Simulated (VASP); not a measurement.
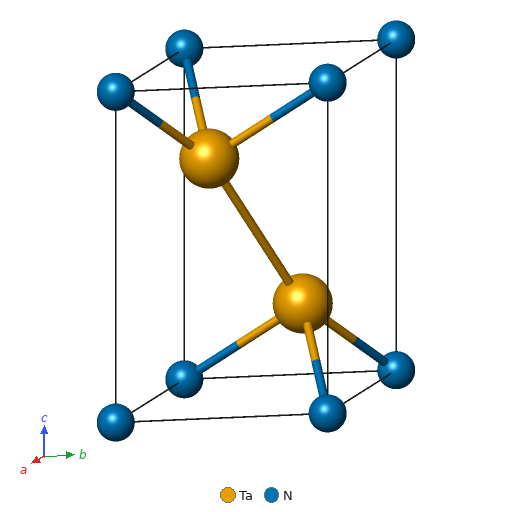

System: Ta₂N, space group P-3m1 (No. 164). The picture shows the conventional cell.

Starting cell:
```cif
data_structure
_symmetry_space_group_name_H-M 'P 1'
_symmetry_Int_Tables_number 1
_cell_length_a 3.1129
_cell_length_b 3.1129
_cell_length_c 4.8698
_cell_angle_alpha 90.000
_cell_angle_beta 90.000
_cell_angle_gamma 120.000
_cell_volume 40.87
loop_
_atom_site_label
_atom_site_type_symbol
_atom_site_fract_x
_atom_site_fract_y
_atom_site_fract_z
_atom_site_occupancy
Ta1 Ta 0.33333 0.66667 0.25471 1
Ta2 Ta 0.66667 0.33333 0.74529 1
N1 N 0.00000 0.00000 0.00000 1
```

How it was computed, with VASP 6.6.1: plane-wave DFT, no spin polarisation; energies at scaled volumes of the given cell, shape and fractions fixed, counted from the fit's minimum, third-order Birch-Murnaghan fit. Level: PBEsol.

- k mesh: 10×10×6
- occupations: Fermi–Dirac
- smearing width: 0.05 eV
- potentials: VASP PAW PBE potentials, recommended
- wave cutoff: 520 eV

Predict the energy and pressure against volume. The volume takes the values 12.80, 13.08, 13.35, 13.62, 13.89, 14.17, 14.44 Å³/atom.

A third-order Birch–Murnaghan fit gives V0 = 13.22 Å³/atom, B0 = 303 GPa and B′ = 4.4. The energy is 12.89 meV/atom at volume 12.80 Å³/atom and 91.22 meV/atom at 14.44 Å³/atom; the lowest computed point is at volume 13.35 Å³/atom (1.23 meV/atom), and no other minimum shows. The pressure falls from 10.20 GPa at volume 12.80 Å³/atom to −22.18 GPa at 14.44 Å³/atom, and changes sign near 13.22 Å³/atom.

```csv
volume (Å³/atom),energy (meV/atom),pressure (GPa)
12.80,12.89,10.20
13.08,1.43,3.21
13.35,1.23,-3.05
13.62,11.11,-8.65
13.89,30.02,-13.67
14.17,57.00,-18.16
14.44,91.22,-22.18
```

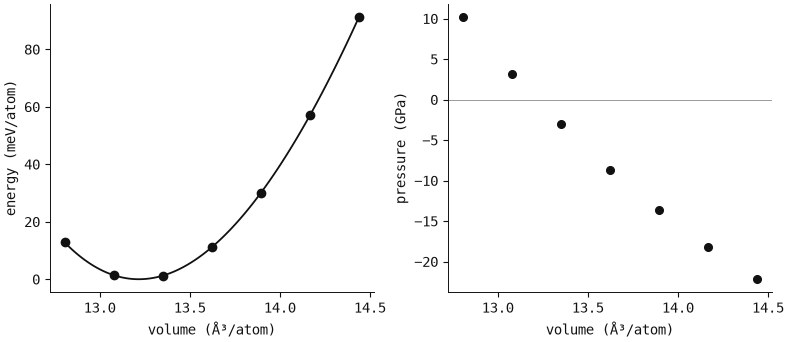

Keep in mind: shape and atomic fractions are frozen while scaling, which makes layered, chain and framework solids too stiff.
